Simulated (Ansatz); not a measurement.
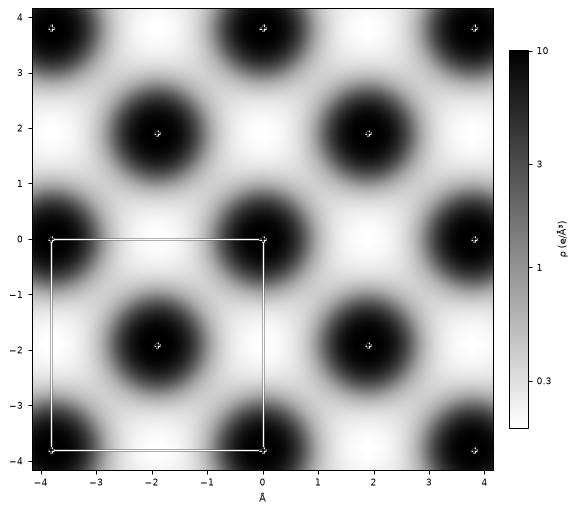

The valence charge density (pseudo) on a plane through atoms (crosses mark nuclei in the plane).

Computed with DFT, PBEsol, PAW with Ansatz's default frozen-core files, scalar-relativistic (Ansatz).

Candidates:
A. Ru, a = 3.81 Å, b = 3.81 Å, c = 3.81 Å, α = 90.00°, β = 90.00°, γ = 90.00°. Space group Fm-3m; computed pressure about −10 GPa in this cell; computed without spin polarisation.
B. Cu, a = 3.62 Å, b = 3.62 Å, c = 3.62 Å, α = 90.00°, β = 90.00°, γ = 90.00°. Space group Fm-3m; computed pressure about −7 GPa in this cell; computed without spin polarisation.

Q: Which system is this?

A: Candidate A: Ru on the (100) plane of the conventional cell, which holds Ru. Ru–Ru (2.69 Å): the density is about 0.39 e/Å³ at the midpoint.
